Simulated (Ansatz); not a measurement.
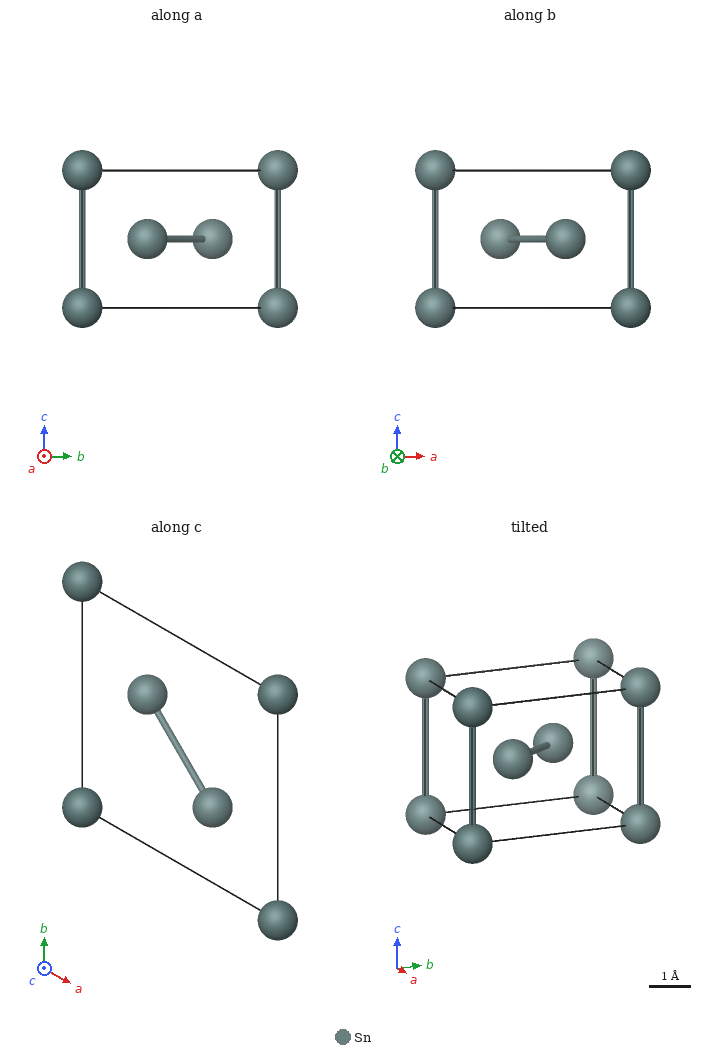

Ball-and-stick representation of a periodic structure, projected along the a axis, along the b axis, along the c axis and slightly off an axis. Atoms at the boundary of the conventional unit cell (the box) are drawn once for each face, edge or corner they touch.

Lattice parameters: a = 5.550 Å, b = 5.550 Å, c = 3.384 Å, α = 90.00°, β = 90.00°, γ = 120.00°.

Express the structure as a table of Wyckoff sites.

Space group P6/mmm (No. 191).
| atom | site | x | y | z |
| --- | --- | --- | --- | --- |
| Sn | 1a | 0.0000 | 0.0000 | 0.0000 |
| Sn | 2d | 0.3333 | 0.6667 | 0.5000 |

Origin of the cell: a structure type filled with this element by a generator (whether the element takes this form wasn't checked). Earlier steps of the study may have refined or changed the cell and positions. A calculation with Ansatz used it as input.
